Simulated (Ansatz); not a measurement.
CuSbSe4

Input file:

```
crystal:
  lattice:
    - [6.7325085253, 0.0, -0.039851424]
    - [0.0, 3.6805319049, 0.0]
    - [-1.2433648066, 0.0, 7.5943636119]
  atoms:
    - { symbol: Cu, position: [0.0, 0.0, 0.0] }
    - { symbol: Sb, position: [0.5, 0.5, 0.0] }
    - { symbol: Se, position: [0.4397446683, 0.0, 0.236191] }
    - { symbol: Se, position: [0.8970330524, 0.5, 0.1608360605] }
    - { symbol: Se, position: [0.1029669476, 0.5, 0.8391639395] }
    - { symbol: Se, position: [0.5602553317, 1.0, 0.763809] }
basis:
  ecutwfc: 420
kpoints:
  mp_grid: { grid: [6, 8, 4] }
  band_path:
    path:
      - [0.0, 0.0, 0.0]
      - [0.0, 0.5, 0.0]
      - [0.0, 0.5, 0.5]
      - [0.0, 0.0, 0.5]
      - [0.0, 0.0, 0.0]
      - [-0.5, 0.0, 0.5]
      - [-0.5, 0.5, 0.5]
      - [0.0, 0.5, 0.0]
      - [-0.5, 0.5, 0.0]
      - [-0.5, 0.0, 0.0]
      - [0.0, 0.0, 0.0]
    npoints: 14
hamiltonian:
  xc: pbe
scf:
  occupations: { method: gaussian, width: 0.1 }
  n_extra_bands: 15
output:
  forces: true
  stress: true
  eigenvalues: true
  populations: true
  dos: { projected: true, de: 0.02, nscf_kmesh: { grid: [8, 10, 5] } }
  bader: true
  write_density: true
  write_potential: true
  elf: true
  volumetric_format: npy
```

Launched as:

```sh
ansatz run input.yaml --threads 1 --pin off --max-ram 2560MiB --backend cpu --events-out ev --progress --plain --runs-dir out
```

Below, planes, directions and counts refer to the conventional cell (a = 6.73 Å, b = 3.68 Å, c = 7.70 Å, α = 90.00°, β = 99.64°, γ = 90.00°).

Space group P2/m; a structure from a database of computed crystals, not necessarily the ambient phase; a generated structure, not necessarily the stable one; computed without spin polarisation.

These are results of DFT PBE, scalar-relativistic, plane waves, PAW (Ansatz 0.2.0), not measurements.

The density is the valence pseudo-density of a PAW calculation; it isn't the true density close to the nuclei.

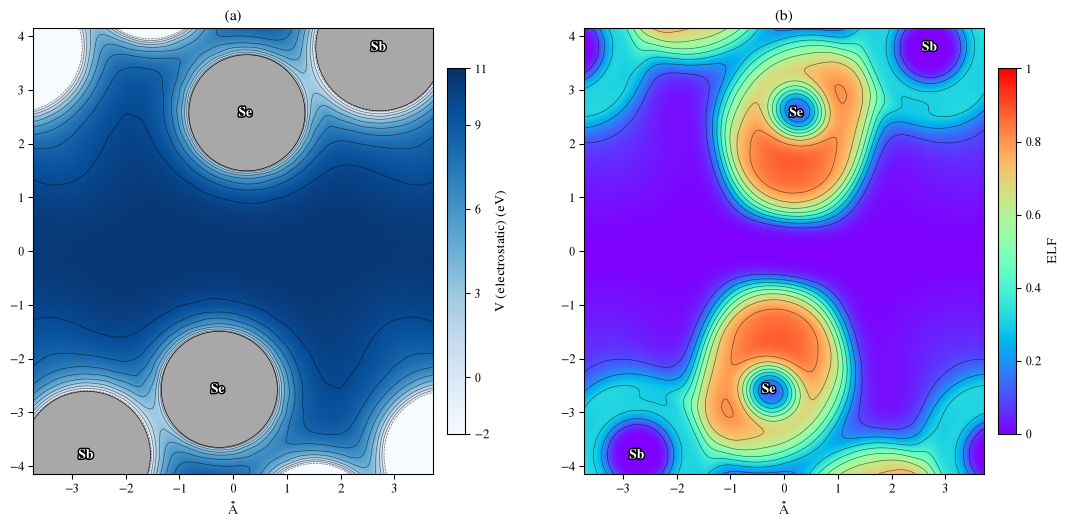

Figure 1. (a) electrostatic potential (local pseudopotential plus Hartree) felt by an electron; (b) ELF on the (010) plane of the conventional cell. Grey discs cover the atomic cores in the potential map.

**Interpret the plot.**

The section cuts through Sb and Se sites.
Sb–Se (2.75 Å): the ELF is about 0.65 at the midpoint.
Outside the cores the potential energy rises away from the atoms and is highest about 2.9 Å from the nearest atoms; its zero is arbitrary.

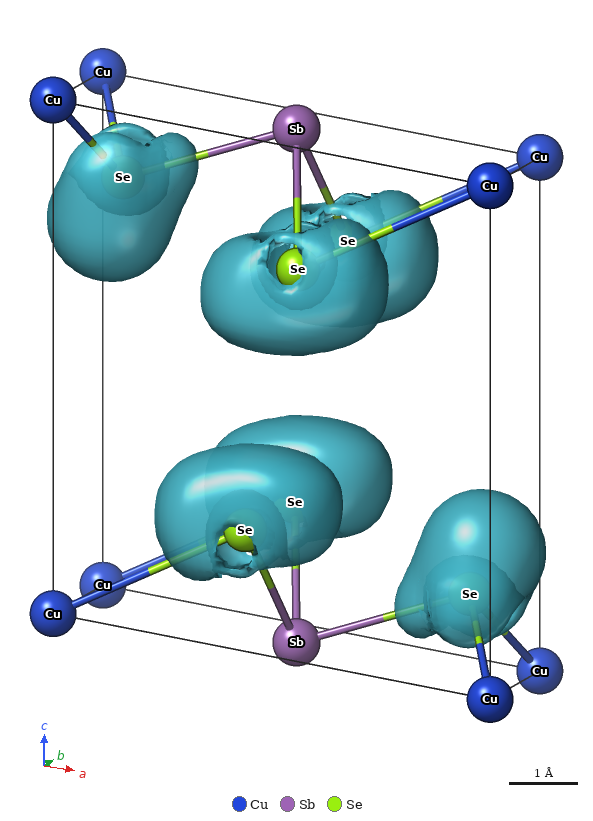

Figure 2. Isosurface of the ELF at 0.75 (cyan), seen slightly off an axis. Core shells and regions of very low density are left out. Sticks mark near contacts.

**What do the ELF domains correspond to?**

The surface consists of four regions wrapped around Se (the valence shell of each), counted in one cell of 6 atoms. Any copies at cell faces, edges or corners count once. Along the contacts the grid gives the following. Cu–Se (2.38 Å): the ELF is about 0.60 at the midpoint. Sb–Se (2.66 Å): the ELF is about 0.65 at the midpoint.

**Metal or insulator at this level of theory?**

It is gapless in this calculation (a metal or semimetal); semilocal functionals without U, or without the true magnetic order, often close the gap of such compounds.

**What Bader charges does the calculation give?**

Electrons move from Cu and Sb towards Se. Bader charges: Cu +0.46, Sb +1.17 and Se −0.51 to −0.31 e.
